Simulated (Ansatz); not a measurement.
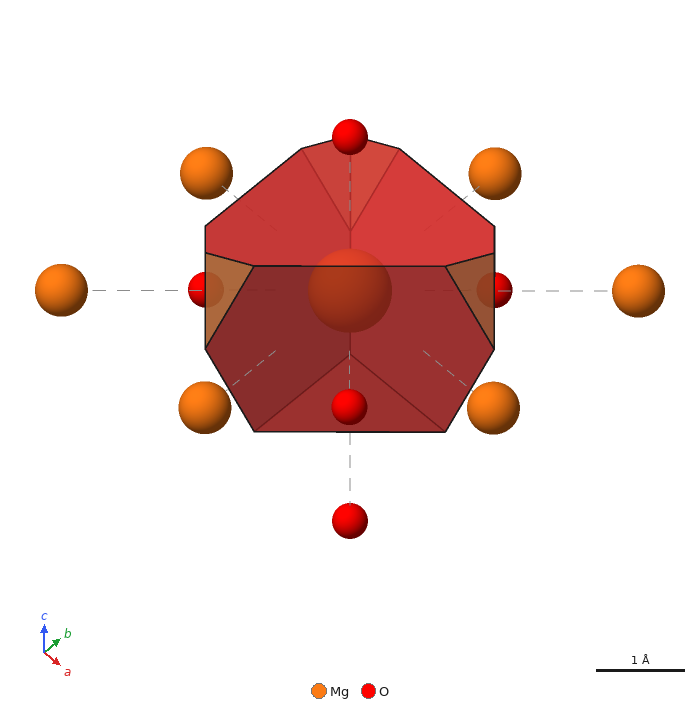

Voronoi–Dirichlet polyhedron, computed geometrically; every face belongs to one neighbour and no atomic radii are used. Central atom: Mg (2b) in MgO; faces take the colour of the neighbour behind them. Geometry: the structure of a calculation's input, shown in its standard cell.

MgO, space group P6_3mc (No. 186), a = 3.308 Å, b = 3.308 Å, c = 4.983 Å, α = 90.00°, β = 90.00°, γ = 120.00°

```json
{"site": "Mg", "Wyckoff": "2b", "x": "0.3333", "y": "0.6667", "z": "0.0022"}
{"site": "O", "Wyckoff": "2b", "x": "0.3333", "y": "0.6667", "z": "0.4024"}
```

Question: What is the volume of this Voronoi cell?

Answer: 11.8 Å³, equal to the mean volume per atom.

Question: Tabulate the neighbours by distance and solid angle.

Answer:
```tsv
neighbour	faces	distance (Å)	solid angle (% of sphere)
O	3	1.97	67.2
O	1	1.99	22.4
O	1	2.99	5.9
Mg	6	3.31	4.5
```
